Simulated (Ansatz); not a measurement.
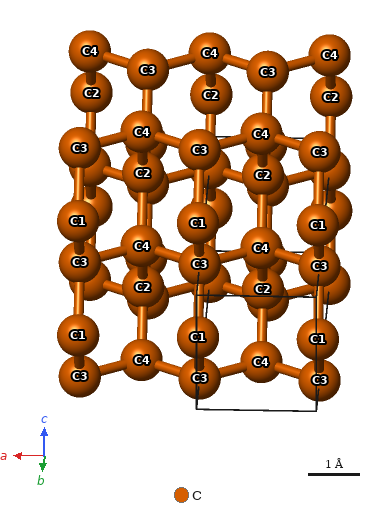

This is the input geometry for a relaxation of a crystal of C (a generated structure, set up in Cmmm) (coarse preliminary run). The picture is a ball-and-stick view of the conventional cell (2 times the calculation's cell), repeated 2 × 1 × 2 with one cell outlined, seen from a free direction. Lengths and directions refer to the drawn axes.

Method: Ansatz 0.2.0, DFT PBE, scalar-relativistic, plane waves, PAW.

Input file:
```yaml
crystal:
  lattice:
    - [1.18350787, -3.87975839, 0.0]
    - [1.18350787, 3.87975839, 0.0]
    - [0.0, 0.0, 2.46202974]
  atoms:
    - { symbol: C, position: [0.09402612, 0.90597388, 0.5] }
    - { symbol: C, position: [0.90597388, 0.09402612, 0.5] }
    - { symbol: C, position: [0.1949989, 0.8050011, 0.0] }
    - { symbol: C, position: [0.8050011, 0.1949989, 0.0] }
basis:
  ecutwfc: 420
kpoints:
  mp_grid: { grid: [8, 8, 8] }
hamiltonian:
  xc: pbe
scf:
  occupations: { method: gaussian, width: 0.1 }
  lower_state_search: "off"
output:
  forces: true
  stress: true
  eigenvalues: true
relax:
  adjacent_minimum: "off"
  f_tol: 0.04
  max_steps: 70
  cell: { stress_tol: 0.4 }
```

Command:
```bash
ansatz run input.yaml --threads 1 --pin off --max-ram 2560MiB --backend cpu --events-out ev --progress --plain --runs-dir out
```

Q: What does the optimiser find from here?

A: The largest moves relative to the cell, 0.063 Å, are those of C1 and C2. C1 goes along +b. Cell: a 2.367 → 2.705 Å (+14.3 %), b 7.760 → 7.815 Å (+0.7 %), c 2.462 → 2.509 Å (+1.9 %). Volume +17.3 %. Among the contacts that change: C3–C4 1.459 → 1.652 Å, C1–C2 1.459 → 1.343 Å, C1–C3 1.459 → 1.492 Å. The space group stays Cmmm (No. 65). The energy falls by 281 meV per atom in 8 accepted moves (10 points after the start). Largest force component: 3.7 eV/Å at the start, 0.014 eV/Å at the end. The pressure goes from 48.58 to 0.03 GPa. The SCF was repeated twice at an unchanged geometry on a basis and grid sized afresh for the cell, which shifted the energy by 14.9 meV per atom at most. The run took 88 s on 1 thread of Intel(R) Xeon(R) Processor @ 2.50GHz (Skylake/Cascade Lake) (shared host), peak memory 0.34 GiB.

Final geometry:

```xyz
4
Lattice="1.3527 -3.9077 0.0000 1.3527 3.9077 0.0000 0.0000 0.0000 2.5092" Properties=species:S:1:pos:R:3 pbc="T T T"
C     1.3527    3.2362    1.2546
C     1.3527   -3.2362    1.2546
C     1.3527    2.4283    0.0000
C     1.3527   -2.4283    0.0000
```

The end point in the same view:

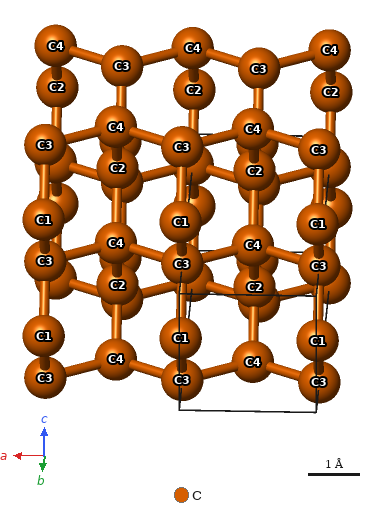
